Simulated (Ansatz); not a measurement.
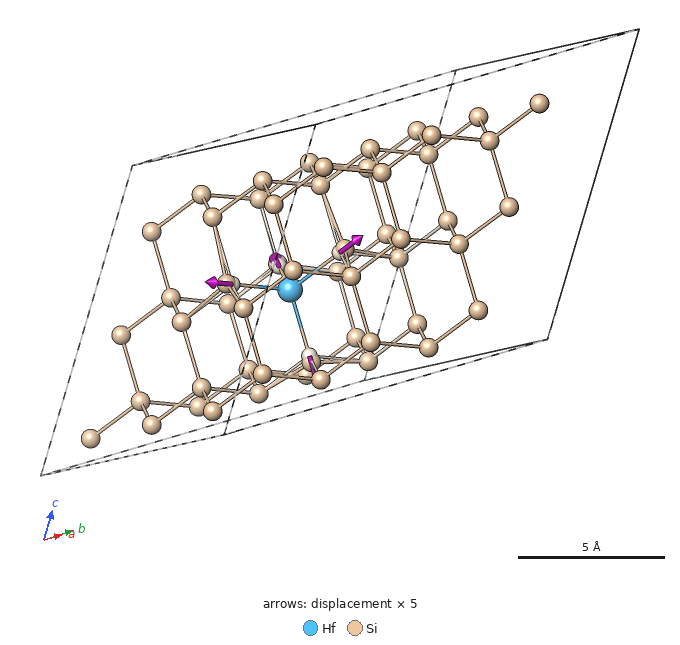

This is a relaxation of a defect cell of composition HfSi53 (coarse preliminary run). The starting structure is drawn faded, the final one solid; purple arrows show the displacements, magnified 5 times.

The picture is a ball-and-stick view of the cell of the calculation (origin shifted), seen from a free direction.

Case: Hf on a Si site (b), charge +0, atoms relaxed at the host's cell.

The calculation used Ansatz, DFT PBE, scalar-relativistic, plane waves, PAW. Settings: plane-wave cutoff 420 eV; k-point mesh 1 × 1 × 1; occupations gaussian; smearing width 0.01 eV; no spin polarisation; atoms relaxed in a fixed cell; force threshold 0.025 eV/Å; at most 45 steps.

What did the optimiser do to the structure, and how much energy did it gain?

The energy falls by 1.385 eV per cell of the calculation in 2 accepted moves (3 points after the start). The largest force component goes from 1.9 to 0.024 eV/Å. 1 step only repeated the SCF at the same geometry. The largest moves, 0.23 Å, are those of Si atoms. Hf stays in place. The lattice vectors keep their values. Among the contacts that change: Hf–Si 2.369 → 2.594 Å, Si–Si 2.369 → 2.338 Å, Si–Si 2.369 → 2.359 Å. Bond angles that change, for instance: Si–Si–Si 109.5° → 103.6°, Hf–Si–Si 109.5° → 104.2°, Si–Si–Si 109.5° → 114.2°. The run took 21 s on 4 threads of Intel(R) Xeon(R) Platinum 8259CL CPU @ 2.50GHz (Skylake/Cascade Lake), on a shared host, peak memory 1.1 GiB.
